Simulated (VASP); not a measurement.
# Al: geometry relaxation (part 1 of 4)

The run: geometry relaxation of Al (P-1, 1 atom in the cell). Method and program: Kohn-Sham DFT of a periodic cell, r2SCAN, VASP PAW PBE potentials, recommended, no spin polarisation (VASP 6.6.1).

The structure derives from a Materials Project entry. It belongs to a series of runs on one base structure; here: cell sheared at random, sigma 0.03, atoms nudged by 0.01 A.

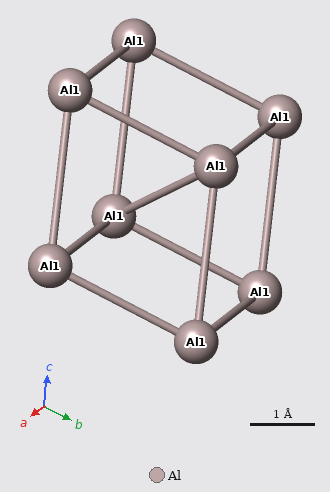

The input geometry (ball-and-stick view of the cell of the calculation, seen slightly off an axis; atoms are numbered from 1 in the order of the input).

INCAR:
```
SYSTEM = Al
ALGO     = Normal         ! electronic algorithm
EDIFF    = 1E-7           ! SCF threshold, eV
EDIFFG   = -0.005         ! ionic threshold
ENCUT    = 600            ! plane-wave cutoff, eV
IBRION   = 2              ! ionic algorithm
ISIF     = 3              ! what is computed and relaxed
ISMEAR   = 1              ! smearing method
LASPH    = .True.         ! aspherical terms in the spheres
LCHARG   = .False.        ! write CHGCAR
LMIXTAU  = .True.       
LREAL    = .False.        ! projectors in reciprocal space
LWAVE    = .False.        ! write WAVECAR
METAGGA  = R2SCAN         ! meta-GGA
NELM     = 100            ! most SCF steps
NSW      = 60             ! ionic steps
PREC     = Accurate       ! precision mode
SIGMA    = 0.1            ! smearing width, eV
```

KPOINTS:
```
k-points
0
Gamma
  11 12 12
  0 0 0
```

POSCAR:
```
Al
1.0
   -1.5759003900      1.6569236100      1.6579838500
    1.4794763400     -1.5976414500      1.5022776300
    1.6144548200      1.6361958800     -1.5987016800
Al
1
Direct
    0.0000000000      0.0000000000      0.0000000000
```

Machine: 1 thread of Intel Xeon (Granite Rapids), 64 GiB of memory available, shared host.

Launched with:
```bash
cat potpaw_PBE.64/Al/POTCAR > POTCAR
mpirun -np 1 vasp_std > vasp.out
```

OSZICAR:
```
N       E                     dE             d eps       ncg     rms          rms(c)
DAV:   1    -0.423300691746E+01   -0.42330E+01   -0.99481E+02  8020   0.393E+02
DAV:   2    -0.677729461164E+01   -0.25443E+01   -0.23713E+01  9995   0.353E+01
DAV:   3    -0.679962313822E+01   -0.22329E-01   -0.22272E-01 10965   0.398E+00
DAV:   4    -0.679968784439E+01   -0.64706E-04   -0.64704E-04 11590   0.195E-01
DAV:   5    -0.679968809207E+01   -0.24768E-06   -0.24758E-06 11340   0.888E-03    0.305E+00
DAV:   6    -0.658562249703E+01    0.21407E+00   -0.86590E-02 10605   0.219E+00    0.189E+00
DAV:   7    -0.688247912532E+01   -0.29686E+00   -0.81897E-02  9740   0.204E+00    0.692E-01
DAV:   8    -0.658804908082E+01    0.29443E+00   -0.11258E-01  9590   0.225E+00    0.210E-01
DAV:   9    -0.661161353819E+01   -0.23564E-01   -0.44782E-03  8665   0.568E-01    0.137E-01
DAV:  10    -0.661128859027E+01    0.32495E-03   -0.83997E-05 12510   0.768E-02    0.200E-01
DAV:  11    -0.661133928200E+01   -0.50692E-04   -0.11996E-04 10420   0.887E-02    0.141E-01
DAV:  12    -0.661085281706E+01    0.48646E-03   -0.49772E-04 10680   0.148E-01    0.960E-02
DAV:  13    -0.661088321116E+01   -0.30394E-04   -0.19181E-05 12260   0.457E-02    0.727E-02
DAV:  14    -0.661088864009E+01   -0.54289E-05   -0.28029E-07  9080   0.589E-03    0.607E-02
DAV:  15    -0.661083403981E+01    0.54600E-04   -0.21117E-05  9990   0.300E-02    0.249E-02
DAV:  16    -0.661083339560E+01    0.64422E-06   -0.24687E-07 11000   0.457E-03    0.219E-02
DAV:  17    -0.661083048523E+01    0.29104E-05   -0.10809E-07  6630   0.402E-03    0.566E-03
DAV:  18    -0.661082938966E+01    0.10956E-05   -0.75239E-08  5210   0.361E-03    0.155E-03
DAV:  19    -0.661082926491E+01    0.12474E-06   -0.21651E-08  4405   0.138E-03    0.140E-03
DAV:  20    -0.661082939540E+01   -0.13049E-06   -0.37330E-09  4345   0.623E-04    0.125E-03
DAV:  21    -0.661082956685E+01   -0.17145E-06   -0.18615E-10  4265   0.176E-04    0.323E-04
DAV:  22    -0.661082959316E+01   -0.26303E-07   -0.12021E-10  4245   0.119E-04
   1 F= -.66108296E+01 E0= -.66107920E+01  d E =-.661083E+01
       N       E                     dE             d eps       ncg     rms          rms(c)
DAV:   1    -0.662486339454E+01   -0.14034E-01   -0.13539E-01 11195   0.219E+00    0.257E-01
DAV:   2    -0.662421258539E+01    0.65081E-03   -0.11989E-03 10470   0.302E-01    0.128E-01
DAV:   3    -0.662369313669E+01    0.51945E-03   -0.73786E-04 10760   0.155E-01    0.239E-02
DAV:   4    -0.662367794231E+01    0.15194E-04   -0.20254E-04 10430   0.104E-01    0.828E-03
DAV:   5    -0.662363960387E+01    0.38338E-04   -0.13621E-05  9970   0.262E-02    0.131E-02
DAV:   6    -0.662363681855E+01    0.27853E-05   -0.39794E-06 11065   0.137E-02    0.515E-04
DAV:   7    -0.662363660699E+01    0.21156E-06   -0.99709E-08  8055   0.317E-03    0.215E-04
DAV:   8    -0.662363664054E+01   -0.33554E-07   -0.57819E-08  5300   0.257E-03
   2 F= -.66236366E+01 E0= -.66236665E+01  d E =-.128070E-01
       N       E                     dE             d eps       ncg     rms          rms(c)
DAV:   1    -0.662637411716E+01   -0.27375E-02   -0.11803E-01 11180   0.200E+00    0.226E-01
DAV:   2    -0.662594246447E+01    0.43165E-03   -0.95191E-04 10610   0.273E-01    0.113E-01
DAV:   3    -0.662551928272E+01    0.42318E-03   -0.62020E-04 10670   0.141E-01    0.243E-02
DAV:   4    -0.662551160535E+01    0.76774E-05   -0.15985E-04 10450   0.921E-02    0.819E-03
DAV:   5    -0.662548011010E+01    0.31495E-04   -0.10827E-05 10190   0.228E-02    0.124E-02
DAV:   6    -0.662547778371E+01    0.23264E-05   -0.33697E-06 11225   0.125E-02    0.116E-03
DAV:   7    -0.662547760246E+01    0.18124E-06   -0.63162E-08  7240   0.291E-03    0.654E-04
DAV:   8    -0.662547757704E+01    0.25427E-07   -0.27420E-08  5315   0.201E-03
   3 F= -.66254776E+01 E0= -.66254381E+01  d E =-.146480E-01
       N       E                     dE             d eps       ncg     rms          rms(c)
DAV:   1    -0.662614790874E+01   -0.67031E-03   -0.13088E-02 11060   0.658E-01    0.687E-02
DAV:   2    -0.662612718185E+01    0.20727E-04   -0.95398E-05 10665   0.878E-02    0.341E-02
DAV:   3    -0.662609903704E+01    0.28145E-04   -0.55908E-05 10645   0.430E-02    0.771E-03
DAV:   4    -0.662609782047E+01    0.12166E-05   -0.16091E-05 10425   0.292E-02    0.263E-03
DAV:   5    -0.662609469679E+01    0.31237E-05   -0.93486E-07 10160   0.677E-03    0.399E-03
DAV:   6    -0.662609331795E+01    0.13788E-05   -0.35219E-07 10350   0.400E-03    0.337E-04
DAV:   7    -0.662609335055E+01   -0.32602E-07   -0.50198E-09  5025   0.799E-04
   4 F= -.66260934E+01 E0= -.66260779E+01  d E =-.152638E-01
       N       E                     dE             d eps       ncg     rms          rms(c)
DAV:   1    -0.662932993997E+01   -0.32366E-02   -0.72675E-02 11795   0.166E+00    0.218E-01
DAV:   2    -0.662951568762E+01   -0.18575E-03   -0.79830E-04 10320   0.257E-01    0.872E-02
DAV:   3    -0.662935914343E+01    0.15654E-03   -0.35345E-04 10410   0.116E-01    0.289E-02
DAV:   4    -0.662935742783E+01    0.17156E-05   -0.25964E-04 10545   0.113E-01    0.115E-02
DAV:   5    -0.662929377382E+01    0.63654E-04   -0.18658E-05  9910   0.287E-02    0.174E-02
DAV:   6    -0.662927776560E+01    0.16008E-04   -0.77235E-06 11035   0.186E-02    0.760E-04
DAV:   7    -0.662927770693E+01    0.58669E-07   -0.11390E-07  8500   0.319E-03
   5 F= -.66292777E+01 E0= -.66292464E+01  d E =-.318436E-02
       N       E                     dE             d eps       ncg     rms          rms(c)
DAV:   1    -0.662928201946E+01   -0.42539E-05   -0.88002E-05 11620   0.579E-02    0.781E-03
DAV:   2    -0.662928068458E+01    0.13349E-05   -0.96054E-07 10310   0.846E-03    0.335E-03
DAV:   3    -0.662927950709E+01    0.11775E-05   -0.42300E-07 10065   0.485E-03    0.114E-03
DAV:   4    -0.662927933167E+01    0.17542E-06   -0.27530E-07  9385   0.428E-03    0.330E-04
DAV:   5    -0.662927917611E+01    0.15556E-06   -0.21343E-08  4585   0.146E-03    0.488E-04
DAV:   6    -0.662927925247E+01   -0.76362E-07   -0.11287E-08  4380   0.710E-04
   6 F= -.66292793E+01 E0= -.66292535E+01  d E =-.318590E-02
       N       E                     dE             d eps       ncg     rms          rms(c)
DAV:   1    -0.663245260825E+01   -0.31734E-02   -0.18926E-02 12180   0.799E-01    0.678E-02
DAV:   2    -0.663246071866E+01   -0.81104E-05   -0.14075E-04 10090   0.113E-01    0.343E-02
DAV:   3    -0.663244980306E+01    0.10916E-04   -0.45340E-05 10935   0.431E-02    0.830E-03
DAV:   4    -0.663244751999E+01    0.22831E-05   -0.23337E-05 10625   0.366E-02    0.284E-03
DAV:   5    -0.663244348522E+01    0.40348E-05   -0.26627E-06  9780   0.115E-02    0.421E-03
DAV:   6    -0.663244274010E+01    0.74512E-06   -0.10050E-07  8415   0.276E-03    0.214E-04
DAV:   7    -0.663244277071E+01   -0.30608E-07   -0.17691E-08  5055   0.137E-03
   7 F= -.66324428E+01 E0= -.66324148E+01  d E =-.316352E-02
       N       E                     dE             d eps       ncg     rms          rms(c)
DAV:   1    -0.664799024053E+01   -0.15548E-01   -0.20592E-01 11990   0.244E+00    0.206E-01
DAV:   2    -0.664805769502E+01   -0.67454E-04   -0.12510E-03  9780   0.335E-01    0.103E-01
DAV:   3    -0.664793821003E+01    0.11948E-03   -0.39750E-04 10705   0.130E-01    0.241E-02
DAV:   4    -0.664790349826E+01    0.34712E-04   -0.21187E-04 10290   0.113E-01    0.816E-03
DAV:   5    -0.664787174091E+01    0.31757E-04   -0.23163E-05  9525   0.353E-02    0.126E-02
DAV:   6    -0.664786913523E+01    0.26057E-05   -0.83079E-07 11425   0.796E-03    0.879E-04
DAV:   7    -0.664786924674E+01   -0.11151E-06   -0.12303E-07  8450   0.387E-03    0.111E-03
DAV:   8    -0.664786914328E+01    0.10346E-06   -0.73392E-08  4995   0.302E-03    0.491E-04
DAV:   9    -0.664786907393E+01    0.69354E-07   -0.12672E-08  4545   0.125E-03
   8 F= -.66478691E+01 E0= -.66478464E+01  d E =-.185898E-01
       N       E                     dE             d eps       ncg     rms          rms(c)
DAV:   1    -0.666581370672E+01   -0.17945E-01   -0.73129E-01 11570   0.512E+00    0.441E-01
DAV:   2    -0.666611267830E+01   -0.29897E-03   -0.50857E-03  9530   0.669E-01    0.226E-01
DAV:   3    -0.666549682554E+01    0.61585E-03   -0.14700E-03 10385   0.264E-01    0.411E-02
DAV:   4    -0.666532125948E+01    0.17557E-03   -0.86047E-04  9845   0.246E-01    0.143E-02
DAV:   5    -0.666524987504E+01    0.71384E-04   -0.78750E-05  9345   0.724E-02    0.237E-02
DAV:   6    -0.666524527012E+01    0.46049E-05   -0.34395E-06 10995   0.164E-02    0.354E-03
DAV:   7    -0.666524524490E+01    0.25226E-07   -0.39047E-07  8835   0.770E-03
   9 F= -.66652452E+01 E0= -.66651775E+01  d E =-.359660E-01
       N       E                     dE             d eps       ncg     rms          rms(c)
DAV:   1    -0.665912474319E+01    0.61205E-02   -0.14295E-01 11065   0.237E+00    0.213E-01
DAV:   2    -0.665927019649E+01   -0.14545E-03   -0.10652E-03  9550   0.302E-01    0.102E-01
DAV:   3    -0.665914847341E+01    0.12172E-03   -0.27380E-04 10265   0.120E-01    0.155E-02
DAV:   4    -0.665913656167E+01    0.11912E-04   -0.20468E-04  9760   0.123E-01    0.540E-03
DAV:   5    -0.665911799995E+01    0.18562E-04   -0.15495E-05  9200   0.326E-02    0.952E-03
DAV:   6    -0.665911572857E+01    0.22714E-05   -0.22466E-06 10270   0.127E-02    0.818E-04
DAV:   7    -0.665911577766E+01   -0.49084E-07   -0.72108E-08  6735   0.304E-03
  10 F= -.66591158E+01 E0= -.66590928E+01  d E =-.298365E-01
       N       E                     dE             d eps       ncg     rms          rms(c)
DAV:   1    -0.666486604680E+01   -0.57503E-02   -0.69301E-02 11090   0.164E+00    0.158E-01
DAV:   2    -0.666491956756E+01   -0.53521E-04   -0.54065E-04  9620   0.213E-01    0.715E-02
DAV:   3    -0.666481422974E+01    0.10534E-03   -0.14101E-04 10435   0.842E-02    0.115E-02
DAV:   4    -0.666481510332E+01   -0.87358E-06   -0.10555E-04  9795   0.855E-02    0.392E-03
DAV:   5    -0.666480006231E+01    0.15041E-04   -0.85166E-06  9165   0.232E-02    0.698E-03
DAV:   6    -0.666480008072E+01   -0.18417E-07   -0.16903E-06 10260   0.106E-02    0.334E-04
DAV:   7    -0.666480003900E+01    0.41724E-07   -0.10488E-07  7150   0.331E-03
  11 F= -.66648000E+01 E0= -.66647341E+01  d E =-.355208E-01
       N       E                     dE             d eps       ncg     rms          rms(c)
DAV:   1    -0.666500331743E+01   -0.20324E-03   -0.93257E-05 11110   0.591E-02    0.383E-03
DAV:   2    -0.666500362328E+01   -0.30585E-06   -0.62731E-07  9620   0.736E-03    0.219E-03
DAV:   3    -0.666500403205E+01   -0.40877E-06   -0.98813E-08  9260   0.258E-03    0.180E-04
DAV:   4    -0.666500404365E+01   -0.11606E-07   -0.49031E-08  5085   0.221E-03
  12 F= -.66650040E+01 E0= -.66649398E+01  d E =-.204005E-03
       N       E                     dE             d eps       ncg     rms          rms(c)
DAV:   1    -0.666560202979E+01   -0.59800E-03   -0.84147E-04 11120   0.177E-01    0.114E-02
DAV:   2    -0.666560330389E+01   -0.12741E-05   -0.55690E-06  9600   0.221E-02    0.658E-03
DAV:   3    -0.666560411705E+01   -0.81317E-06   -0.11748E-06 10780   0.755E-03    0.470E-04
DAV:   4    -0.666560415826E+01   -0.41210E-07   -0.37448E-07  9635   0.579E-03
  13 F= -.66656042E+01 E0= -.66655537E+01  d E =-.804119E-03
       N       E                     dE             d eps       ncg     rms          rms(c)
DAV:   1    -0.666668655853E+01   -0.10824E-02   -0.34047E-03 11105   0.354E-01    0.227E-02
DAV:   2    -0.666668872540E+01   -0.21669E-05   -0.22004E-05  9610   0.438E-02    0.131E-02
DAV:   3    -0.666668886551E+01   -0.14011E-06   -0.49484E-06 10710   0.156E-02    0.915E-04
DAV:   4    -0.666668893757E+01   -0.72063E-07   -0.14461E-06  9745   0.112E-02    0.546E-04
DAV:   5    -0.666668882485E+01    0.11272E-06   -0.15612E-07  8880   0.366E-03    0.541E-04
DAV:   6    -0.666668878604E+01    0.38813E-07   -0.10316E-08  4755   0.108E-03
  14 F= -.66666888E+01 E0= -.66666651E+01  d E =-.188875E-02
       N       E                     dE             d eps       ncg     rms          rms(c)
DAV:   1    -0.666771602147E+01   -0.10272E-02   -0.13154E-02 11035   0.711E-01    0.468E-02
DAV:   2    -0.666771553936E+01    0.48211E-06   -0.86607E-05  9560   0.867E-02    0.270E-02
DAV:   3    -0.666770832096E+01    0.72184E-05   -0.21940E-05 10590   0.323E-02    0.168E-03
DAV:   4    -0.666770834733E+01   -0.26370E-07   -0.49877E-06  9735   0.202E-02    0.102E-03
DAV:   5    -0.666770800158E+01    0.34575E-06   -0.49594E-07  9375   0.629E-03    0.110E-03
DAV:   6    -0.666770794108E+01    0.60500E-07   -0.20455E-08  5060   0.154E-03
  15 F= -.66677079E+01 E0= -.66677057E+01  d E =-.290790E-02
       N       E                     dE             d eps       ncg     rms          rms(c)
DAV:   1    -0.666882625421E+01   -0.11183E-02   -0.68529E-05 10630   0.565E-02    0.977E-03
DAV:   2    -0.666882565779E+01    0.59643E-06   -0.11036E-06  9700   0.952E-03    0.303E-03
DAV:   3    -0.666882460377E+01    0.10540E-05   -0.29823E-07  9635   0.431E-03    0.842E-04
DAV:   4    -0.666882430883E+01    0.29494E-06   -0.34011E-07  9230   0.485E-03    0.332E-04
DAV:   5    -0.666882417981E+01    0.12903E-06   -0.60284E-08  4490   0.189E-03    0.494E-04
DAV:   6    -0.666882425204E+01   -0.72230E-07   -0.44133E-09  4235   0.666E-04
  16 F= -.66688243E+01 E0= -.66688166E+01  d E =-.111631E-02
       N       E                     dE             d eps       ncg     rms          rms(c)
DAV:   1    -0.667207589144E+01   -0.32517E-02   -0.61643E-04 10600   0.170E-01    0.287E-02
DAV:   2    -0.667207667796E+01   -0.78651E-06   -0.96394E-06  9660   0.279E-02    0.877E-03
DAV:   3    -0.667207222787E+01    0.44501E-05   -0.25732E-06  9720   0.123E-02    0.262E-03
DAV:   4    -0.667207187169E+01    0.35619E-06   -0.27990E-06  9680   0.135E-02    0.100E-03
DAV:   5    -0.667207072032E+01    0.11514E-05   -0.53630E-07  9160   0.536E-03    0.161E-03
DAV:   6    -0.667207096432E+01   -0.24400E-06   -0.30006E-08  4520   0.165E-03    0.623E-05
DAV:   7    -0.667207096773E+01   -0.34140E-08   -0.23144E-09  4195   0.614E-04
  17 F= -.66720710E+01 E0= -.66720511E+01  d E =-.436303E-02
       N       E                     dE             d eps       ncg     rms          rms(c)
DAV:   1    -0.667812231849E+01   -0.60514E-02   -0.24347E-03 10585   0.338E-01    0.573E-02
DAV:   2    -0.667813144338E+01   -0.91249E-05   -0.38704E-05  9685   0.556E-02    0.174E-02
DAV:   3    -0.667811851338E+01    0.12930E-04   -0.10283E-05  9660   0.246E-02    0.528E-03
DAV:   4    -0.667811935453E+01   -0.84115E-06   -0.11211E-05  9660   0.269E-02    0.204E-03
DAV:   5    -0.667811490729E+01    0.44472E-05   -0.22190E-06  9095   0.109E-02    0.329E-03
DAV:   6    -0.667811544645E+01   -0.53916E-06   -0.11383E-07  9140   0.324E-03    0.107E-04
DAV:   7    -0.667811546247E+01   -0.16026E-07   -0.90597E-09  4305   0.134E-03
  18 F= -.66781155E+01 E0= -.66780954E+01  d E =-.104075E-01
       N       E                     dE             d eps       ncg     rms          rms(c)
DAV:   1    -0.668839334291E+01   -0.10278E-01   -0.95547E-03 10540   0.668E-01    0.114E-01
DAV:   2    -0.668844385813E+01   -0.50515E-04   -0.15572E-04  9675   0.111E-01    0.339E-02
DAV:   3    -0.668840162541E+01    0.42233E-04   -0.40269E-05  9580   0.486E-02    0.108E-02
DAV:   4    -0.668841040224E+01   -0.87768E-05   -0.44207E-05  9695   0.532E-02    0.431E-03
DAV:   5    -0.668839320608E+01    0.17196E-04   -0.91301E-06  9090   0.220E-02    0.678E-03
DAV:   6    -0.668839447418E+01   -0.12681E-05   -0.42574E-07 11015   0.633E-03    0.243E-04
DAV:   7    -0.668839454069E+01   -0.66512E-07   -0.34943E-08  4710   0.265E-03
  19 F= -.66883945E+01 E0= -.66884135E+01  d E =-.206866E-01
       N       E                     dE             d eps       ncg     rms          rms(c)
DAV:   1    -0.670212224768E+01   -0.13728E-01   -0.37295E-02 10405   0.131E+00    0.224E-01
DAV:   2    -0.670238015414E+01   -0.25791E-03   -0.63758E-04  9795   0.224E-01    0.646E-02
DAV:   3    -0.670222261275E+01    0.15754E-03   -0.15086E-04  9450   0.931E-02    0.226E-02
DAV:   4    -0.670227493073E+01   -0.52318E-04   -0.16695E-04  9640   0.104E-01    0.930E-03
DAV:   5    -0.670221040575E+01    0.64525E-04   -0.34787E-05  9055   0.428E-02    0.139E-02
DAV:   6    -0.670221321824E+01   -0.28125E-05   -0.18873E-06 10965   0.130E-02    0.649E-04
DAV:   7    -0.670221344981E+01   -0.23158E-06   -0.13249E-07  8325   0.473E-03    0.151E-04
DAV:   8    -0.670221341244E+01    0.37378E-07   -0.98762E-09  4410   0.134E-03
  20 F= -.67022134E+01 E0= -.67022154E+01  d E =-.345055E-01
       N       E                     dE             d eps       ncg     rms          rms(c)
DAV:   1    -0.670955189830E+01   -0.73384E-02   -0.14960E-01 10355   0.252E+00    0.440E-01
DAV:   2    -0.671070087250E+01   -0.11490E-02   -0.26713E-03  9845   0.447E-01    0.124E-01
DAV:   3    -0.671009294459E+01    0.60793E-03   -0.62636E-04  9365   0.182E-01    0.516E-02
DAV:   4    -0.671037286272E+01   -0.27992E-03   -0.68649E-04  9560   0.204E-01    0.228E-02
DAV:   5    -0.671009097797E+01    0.28188E-03   -0.15894E-04  9105   0.883E-02    0.313E-02
DAV:   6    -0.671009827551E+01   -0.72975E-05   -0.70433E-06 10885   0.252E-02    0.185E-03
DAV:   7    -0.671009891871E+01   -0.64320E-06   -0.60472E-07  8575   0.927E-03    0.349E-04
DAV:   8    -0.671009877038E+01    0.14833E-06   -0.45420E-08  5205   0.278E-03    0.389E-04
DAV:   9    -0.671009894906E+01   -0.17868E-06   -0.19573E-08  4560   0.158E-03    0.390E-05
DAV:  10    -0.671009896321E+01   -0.14152E-07   -0.20174E-09  4290   0.508E-04
  21 F= -.67100990E+01 E0= -.67101052E+01  d E =-.423910E-01
       N       E                     dE             d eps       ncg     rms          rms(c)
DAV:   1    -0.671036575022E+01   -0.26680E-03   -0.33006E-03 10315   0.362E-01    0.624E-02
DAV:   2    -0.671039622608E+01   -0.30476E-04   -0.51542E-05  9960   0.623E-02    0.174E-02
DAV:   3    -0.671039405652E+01    0.21696E-05   -0.11651E-05  9390   0.250E-02    0.789E-03
DAV:   4    -0.671040216224E+01   -0.81057E-05   -0.12075E-05  9630   0.272E-02    0.339E-03
DAV:   5    -0.671039769862E+01    0.44636E-05   -0.31791E-06  9065   0.125E-02    0.440E-03
DAV:   6    -0.671039659708E+01    0.11015E-05   -0.98149E-08  8990   0.317E-03    0.187E-04
DAV:   7    -0.671039657278E+01    0.24300E-07   -0.12484E-08  4445   0.142E-03
  22 F= -.67103966E+01 E0= -.67103843E+01  d E =-.426886E-01
```
